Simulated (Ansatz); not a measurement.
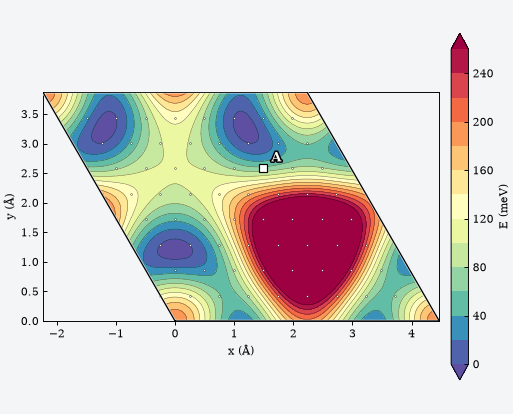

Si on a W(111) slab cut from the Im-3m phase, its upper half relaxed before the scan (6 atoms of substrate and one adsorbate in a 1 × 1 cell). 
- Si is moved over the surface cell at a fixed height above a rigid substrate; the origin of the map has the adsorbate above W6; the height is held at 2.50 Å.
- Places are given modulo a cell vector. The map is drawn in real space over the plane of the surface.
- The grid has 9 × 9 points; 19 points were computed and 62 follow by symmetry.
- All energies are given in meV relative to the lowest grid point.
- The runs have no spin polarisation, so an open-shell adsorbate far from the surface lies too high. With one adsorbate in each 1 × 1 cell, its nearest image is 4.5 Å away, so neighbouring adsorbates interact. At a fixed height the lowest place need not be the adsorption site.
- These are results of DFT PBE+D3(BJ), scalar-relativistic, plane waves, PAW (Ansatz), not measurements. Settings: cutoff 420 eV, k-mesh 6×6×1, gaussian smearing 0.1 eV, no spin polarisation.

The picture shows filled contours, dots at the grid points, the outline of one cell of the plane, one colour for all values above the top of the scale, the point A. Between grid points the surface is interpolated.

Which way does the force act at A, and how strong is it?

A, at (6/9, 6/9) of the cell vectors, is not a stationary point. The computed force is 0.25 eV/Å in the plane, pointing up in the picture (components −0.01 and 0.25 eV/Å).

PAW datasets: the set soft_1.
